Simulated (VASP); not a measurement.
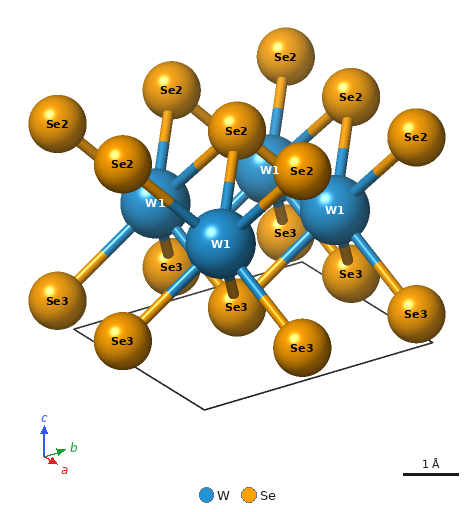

A slab of composition WSe2, before the relaxation. Style: ball-and-stick. Shown: the 2 × 2 repeat of the cell, outlined in the plane, without the vacuum, slightly off an axis.

The run lets the atoms move in a fixed cell.

Theory: Kohn-Sham DFT of a periodic cell, PBE with D3(BJ), VASP PAW PBE potentials, recommended (VASP 6.6.1).

Input file:
```
SYSTEM = WSe2
ALGO = Fast ; DIPOL = 0.5 0.5 0.500
EDIFF = 1E-7 ; EDIFFG = -0.003
ENCUT = 520 ; GGA = PE
IBRION = 2 ; IDIPOL = 3
ISIF = 4 ; ISMEAR = 0
IVDW = 12 ; LASPH = .True.
LCHARG = .False. ; LDIPOL = .True.
LREAL = .False. ; LWAVE = .False.
NELM = 80 ; NSW = 100
PREC = Accurate ; SIGMA = 0.05
```

Command:
```bash
cat potpaw_PBE.64/W_sv/POTCAR potpaw_PBE.64/Se/POTCAR > POTCAR
mpirun -np 1 vasp_std > vasp.out
```

The structure:
```
W Se
1.0
     3.31785    0.00000    0.00000
    -1.65893    2.87335    0.00000
     0.00000    0.00000   21.32522
W Se
1 2
Direct
  0.66667 0.33333 0.50002
  0.33333 0.66667 0.57796
  0.33333 0.66667 0.42204
```

Question: Where does the relaxation end?

Answer: The largest moves relative to the cell and the layer's centre, 0.024 Å, are those of Se2 and Se3. Se2 goes along the normal (+c). W stays in place. In the plane the drawn cell goes a 6.636 → 6.575 Å (−0.9 %), b 6.636 → 6.575 Å (−0.9 %). The energy falls by 9.9 meV per cell of the calculation in 7 geometry steps. The largest force component goes from 0.23 to 0.00097 eV/Å.

The end point in the same view:

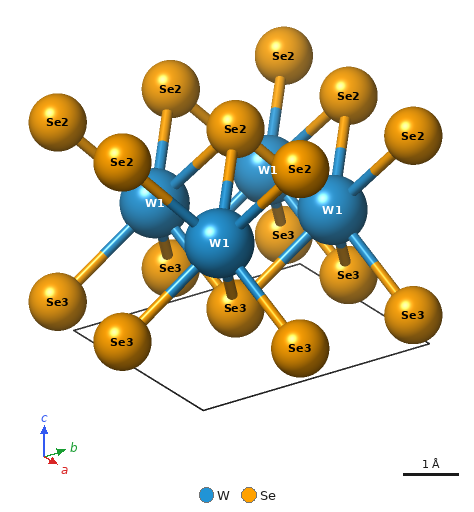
